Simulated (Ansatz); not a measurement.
# Geometry relaxation of SiS2 (part 2 of 2)

SiS2 (Ibam, 6 atoms in the cell); DFT PBE+D3(BJ), scalar-relativistic, plane waves, PAW, no spin polarisation (Ansatz 0.2.0); cutoff 420 eV, 6×6×6 k-mesh, Gaussian smearing of 0.02 eV. The structure derives from an entry of the Crystallography Open Database.

Geometry of the input (Å; fractional positions):
```
-2.7820  4.7725  2.7760
2.7820  -4.7725  2.7760
2.7820  4.7725  -2.7760
Si 0.7500  0.7500  0.0000
Si 0.2500  0.2500  0.0000
S  0.1182  0.2088  0.3270
S  0.8818  0.7912  0.6730
S  0.6182  0.2912  0.9094
S  0.3818  0.7088  0.0906
```

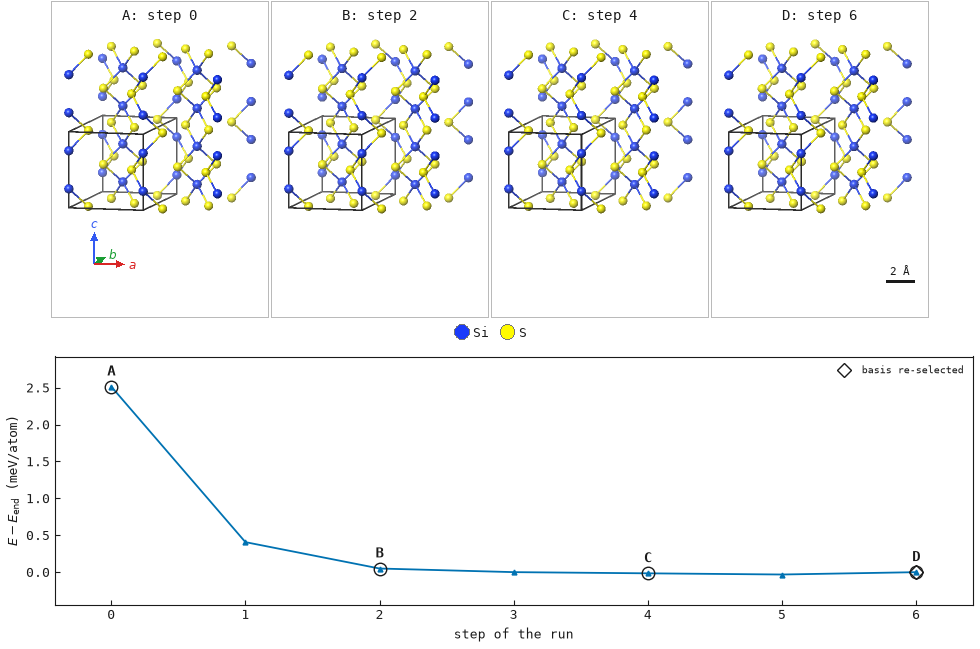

Frames of the relaxation (ball-and-stick view of the cell 2 times as large as that of the calculation, set on its symmetry axes, repeated 2 × 1 × 2, seen slightly off an axis) above the curves, on which the letters mark them (the first geometry is step 0 here and step 1 in the log).

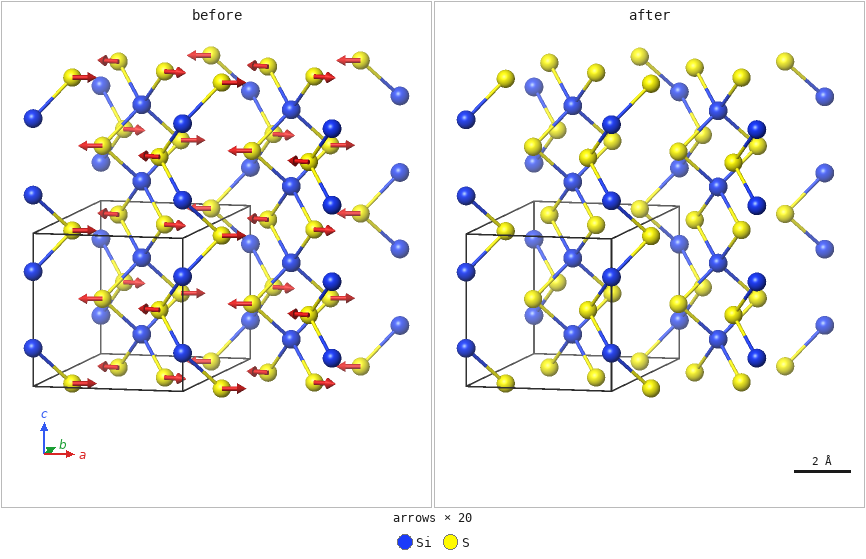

Before (left) and after (right) the relaxation, at one scale (ball-and-stick view of the cell 2 times as large as that of the calculation, set on its symmetry axes, repeated 2 × 1 × 2, seen slightly off an axis). The red arrows give the displacements (without the part carried along by the change of the cell), magnified 20 times. After 5 geometry steps the energy has fallen by 2.5 meV per atom. The largest force component goes from 0.23 to 0.0013 eV/Å. Pressure: 0.63 GPa at the start and −0.01 GPa at the end. The largest moves relative to the cell, 0.045 Å, are those of S3, S4, S5 and S6. Si stays in place. Cell: a 5.564 → 5.412 Å (−2.7 %), b 9.545 → 9.555 Å (+0.1 %), c 5.552 → 5.528 Å (−0.4 %). Volume −3.1 %. Among the contacts that change: Si1–S3 2.133 → 2.142 Å. The space group stays Ibam (No. 72). A last SCF at the same geometry on a re-selected plane-wave basis shifts the energy by +0.0 meV per atom. (Atoms are counted from 1 in the order of the input.)

```
basis re-selected at this cell: Δ(F+E_penalty+E_count) = +1.904e-4 eV, ΔP = -0.002 GPa vs the last step (what re-selecting the basis moved, of the pressure what is left beyond the Pulay correction that the steps carried, after the strain that the cell walked since its last selection, with what the two solves' SCF thresholds leave and, on support functions, any second-order correction that the steps lacked; it is no measure of the basis error at this ecutwfc). This SCF's stress stands 1.82e-2 GPa from its target on what of the cell is left free (relax.cell.stress_tol is 5.00e-2 GPa) and its largest allowed force component is 1.28e-3 eV/Å (relax.f_tol is 5.00e-3 eV/Å): within both
SCF converged after 5 iterations
Free energy (F): -4885.241471 eV
Harris-Foulkes:  -4885.241471 eV  (|F-HF|=6.37e-12)
Internal energy: -4885.241471 eV  (E = F + TS)
E sigma→0 (E₀):  -4885.241471 eV
Fermi energy:    4.605327 eV
--- Per-component energies (eV) ---
  E_band       = -72.165948
  E_kinetic    = 513.885160
  E_local      = -795.161370  (includes V_loc(G=0)·N_el)
  E_nonlocal   = 163.980103
  E_hartree    = 257.485189
  E_xc         = -500.195940
  E_vxc        = -444.885943  (∫ρ·V_xc dr)
  E_paw        = -3426.845860  (= ΣΔE_a)
  E_vpaw       = -24.954277  (= ΣTr[D̂ρ^β])
  E_aug_tail   = 0.000018  (compensation charges beyond the density's cutoff)
  E_ewald      = -1096.911331
  E_disp       = -1.477439  (pairwise vdW)
  E_smearing   = -0.000000  (= −TS)
  E_closure    = -0.000000  (closes the sum)
  Σ components = -4885.241471   (vs F -4885.241471, Δ=0.00e0)
--- Forces (eV/Å), atoms counted from 1 ---
  atom   1  Si     0.00000000    -0.00000000     0.00000000
  atom   2  Si    -0.00000000     0.00000000     0.00000000
  atom   3  S     -0.00023603    -0.00128276     0.00000000
  atom   4  S      0.00023603     0.00128276     0.00000000
  atom   5  S      0.00023603    -0.00128276     0.00000000
  atom   6  S     -0.00023603     0.00128276     0.00000000
  max |Σ_I F_I| component: 6.51e-19 eV/Å
--- Stress (GPa, compression-positive) ---
       -0.005589      -0.000000      -0.000000
       -0.000000      -0.002840       0.000000
       -0.000000       0.000000      -0.018153
  P = ⅓ Tr σ = -0.0089 GPa (-0.089 kbar)
--- Band table (eV; the first three rows and the last of 46) ---
  k-point 0: bands = ["-11.3852", "-9.2436", "-8.7079", "-8.5560", "-4.2678", "-2.7932", "-1.5145", "-0.7421", "-0.4875", "0.3511", "0.3627", "1.1927", "1.6769", "2.5531", "2.6034", "2.6371", "6.6438", "7.0642", "7.2305", "8.7547", "9.2375", "9.4904"]
  k-point 1: bands = ["-11.3458", "-9.2479", "-8.7543", "-8.6002", "-4.2723", "-2.6917", "-1.5513", "-0.6747", "-0.5140", "0.2993", "0.4427", "1.4127", "1.6098", "2.1186", "2.5099", "2.8635", "6.9215", "7.1794", "7.5763", "8.5026", "8.9645", "9.2223"]
  k-point 2: bands = ["-11.2611", "-9.2528", "-8.8764", "-8.6681", "-4.2804", "-2.4754", "-1.5778", "-0.6978", "-0.3794", "0.1832", "0.7461", "1.3136", "1.4471", "1.7928", "2.4133", "3.1470", "7.2549", "7.6508", "8.0558", "8.0790", "8.5533", "9.1831"]
  k-point 45: bands = ["-11.1939", "-9.2966", "-8.9723", "-8.7220", "-4.4364", "-2.2837", "-1.1386", "-0.2631", "-0.1555", "0.8618", "0.9917", "1.1737", "1.1904", "1.3339", "1.8853", "2.9484", "5.9271", "7.0258", "7.3240", "8.1997", "8.4005", "8.9459"]
--- Relaxed structure (6 steps of the walk, 6 accepted, 1 SCFs on fresh bases) ---
  F+E_penalty+E_count = -4885.24147104 eV   max|allowed force component| = 1.283e-3 eV/Å   (the final SCF, on the basis selected at the relaxed cell)
  cell:  # Å, volume = 142.9189 Å³
    - [-2.7058725031600366, 4.777705865643358, 2.763776739128986]
    - [2.7058725031600366, -4.777705865643358, 2.763776739128986]
    - [2.7058725031600366, 4.777705865643358, -2.763776739128986]
  atoms:
    - { symbol: Si, position: [0.7499999999999999, 0.7499999999999999, -5.21717695012731e-19] }
    - { symbol: Si, position: [0.25, 0.25, -5.21717695012731e-19] }
    - { symbol: S, position: [0.1193989850382054, 0.21675315743334872, 0.33615214247155417] }
    - { symbol: S, position: [0.8806010149617947, 0.7832468425666512, 0.6638478575284459] }
    - { symbol: S, position: [0.6193989850382055, 0.2832468425666512, 0.9026458276048567] }
    - { symbol: S, position: [0.3806010149617946, 0.7167531574333488, 0.09735417239514337] }
```

## Trajectory as extended XYZ (Å, eV, eV/Å), 7 frames, from step=1 to step=7
```
6
Lattice="-2.7820 4.7725 2.7760 2.7820 -4.7725 2.7760 2.7820 4.7725 -2.7760" Properties=species:S:1:pos:R:3:forces:R:3 step=1 energy=-4885.22638 pressure_GPa=0.63
Si    0.0000    0.0000    4.1640    0.0000   0.0000   0.0000
Si    0.0000    0.0000    1.3880    0.0000   0.0000   0.0000
S     1.1618    1.1282    0.0000    0.2331   0.2106   0.0000
S     1.6202    3.6443    2.7760   -0.2331  -0.2106   0.0000
S     1.6202    5.9007    0.0000   -0.2331   0.2106   0.0000
S     1.1618   -1.1282    2.7760    0.2331  -0.2106   0.0000
6
Lattice="-2.7467 4.7272 2.7497 2.7467 -4.7272 2.7497 2.7467 4.7272 -2.7497" Properties=species:S:1:pos:R:3:forces:R:3 step=2 energy=-4885.23903 pressure_GPa=0.10
Si    0.0000    0.0000    4.1246    0.0000   0.0000   0.0000
Si    0.0000    0.0000    1.3749    0.0000   0.0000   0.0000
S     1.1797    1.1413    0.0000   -0.0163  -0.0320   0.0000
S     1.5670    3.5859    2.7497    0.0163   0.0320   0.0000
S     1.5670    5.8684    0.0000    0.0163  -0.0320   0.0000
S     1.1797   -1.1413    2.7497   -0.0163   0.0320   0.0000
6
Lattice="-2.7375 4.7299 2.7619 2.7375 -4.7299 2.7619 2.7375 4.7299 -2.7619" Properties=species:S:1:pos:R:3:forces:R:3 step=3 energy=-4885.24117 pressure_GPa=0.05
Si    0.0000    0.0000    4.1428    0.0000   0.0000   0.0000
Si    0.0000    0.0000    1.3809    0.0000   0.0000   0.0000
S     1.1772    1.1368    0.0000    0.0086  -0.0006   0.0000
S     1.5603    3.5932    2.7619   -0.0086   0.0006   0.0000
S     1.5603    5.8667    0.0000   -0.0086  -0.0006   0.0000
S     1.1772   -1.1368    2.7619    0.0086   0.0006   0.0000
6
Lattice="-2.7256 4.7452 2.7645 2.7256 -4.7452 2.7645 2.7256 4.7452 -2.7645" Properties=species:S:1:pos:R:3:forces:R:3 step=4 energy=-4885.24147 pressure_GPa=-0.02
Si    0.0000    0.0000    4.1468    0.0000   0.0000   0.0000
Si    0.0000    0.0000    1.3823    0.0000   0.0000   0.0000
S     1.1787    1.1349    0.0000   -0.0062   0.0017   0.0000
S     1.5469    3.6103    2.7645    0.0062  -0.0017   0.0000
S     1.5469    5.8801    0.0000    0.0062   0.0017   0.0000
S     1.1787   -1.1349    2.7645   -0.0062  -0.0017   0.0000
6
Lattice="-2.7203 4.7538 2.7643 2.7203 -4.7538 2.7643 2.7203 4.7538 -2.7643" Properties=species:S:1:pos:R:3:forces:R:3 step=5 energy=-4885.24157 pressure_GPa=-0.01
Si    0.0000    0.0000    4.1464    0.0000   0.0000   0.0000
Si    0.0000    0.0000    1.3821    0.0000   0.0000   0.0000
S     1.1766    1.1371    0.0000   -0.0026   0.0000   0.0000
S     1.5437    3.6167    2.7643    0.0026   0.0000   0.0000
S     1.5437    5.8909    0.0000    0.0026   0.0000   0.0000
S     1.1766   -1.1371    2.7643   -0.0026   0.0000   0.0000
6
Lattice="-2.7059 4.7777 2.7638 2.7059 -4.7777 2.7638 2.7059 4.7777 -2.7638" Properties=species:S:1:pos:R:3:forces:R:3 step=6 energy=-4885.24166 pressure_GPa=-0.01
Si    0.0000    0.0000    4.1457    0.0000   0.0000   0.0000
Si    0.0000    0.0000    1.3819    0.0000   0.0000   0.0000
S     1.1730    1.1409    0.0000   -0.0003  -0.0013   0.0000
S     1.5329    3.6368    2.7638    0.0003   0.0013   0.0000
S     1.5329    5.9186    0.0000    0.0003  -0.0013   0.0000
S     1.1730   -1.1409    2.7638   -0.0003   0.0013   0.0000
6
Lattice="-2.7059 4.7777 2.7638 2.7059 -4.7777 2.7638 2.7059 4.7777 -2.7638" Properties=species:S:1:pos:R:3:forces:R:3 step=7 energy=-4885.24147 pressure_GPa=-0.01
Si    0.0000    0.0000    4.1457    0.0000   0.0000   0.0000
Si    0.0000    0.0000    1.3819    0.0000   0.0000   0.0000
S     1.1730    1.1409    0.0000   -0.0002  -0.0013   0.0000
S     1.5329    3.6368    2.7638    0.0002   0.0013   0.0000
S     1.5329    5.9186    0.0000    0.0002  -0.0013   0.0000
S     1.1730   -1.1409    2.7638   -0.0002   0.0013   0.0000
```

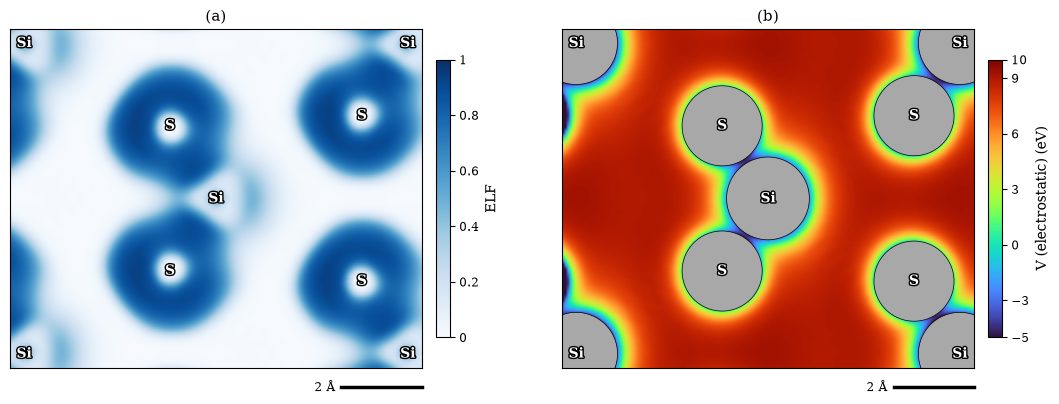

(a) ELF; (b) electrostatic potential energy of an electron on the (101) plane of the conventional cell. Grey discs, where drawn, cover atomic cores. The plane passes through Si and S nuclei. Si–S (2.14 Å): the ELF peaks at about 0.90 between the atoms (localised, shared-pair bonding). Outside the cores the potential energy rises away from the atoms and is highest about 2.3 Å from the nearest atoms; outside the discs it spans about 14 eV, and its zero is arbitrary. Core electrons are frozen (PAW), so the fields are smoothed inside the atomic spheres.

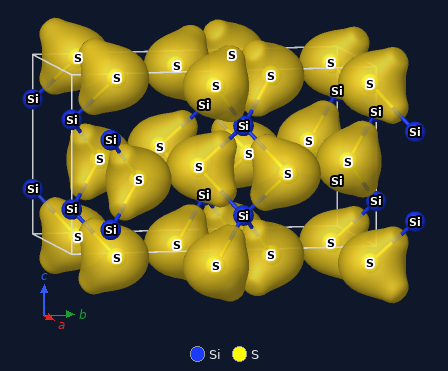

Isosurface of the valence electron density at 0.5 e/Å³ (yellow), seen slightly off an axis. Sticks mark near contacts. The outline is the cell set on symmetry axes. At this value the density breaks into separate islands; it holds about 50 % of the electrons treated as valence. On the grid the lowest density along these lines, outside the cores, is 0.6 e/Å³ (Si–S, 2.14 Å).

## Results in brief

```csv
quantity,value
outcome,converged
space group (tolerance 0.01 Å),Ibam (72)
electrons treated,32
free energy,−4885.2415 eV
Fermi energy,4.605 eV
gap on the k-point mesh,2.64 eV
pressure,−0.01 GPa
final volume,142.92 Å³
largest force (length of the vector) at the end,0.001 eV/Å
final cell,"a = 6.147 Å, b = 6.147 Å, c = 6.147 Å, α = 127.77°, β = 77.98°, γ = 126.56°"
wall time,13 s (CPU time 50 s)
peak memory,0.61 GiB
```
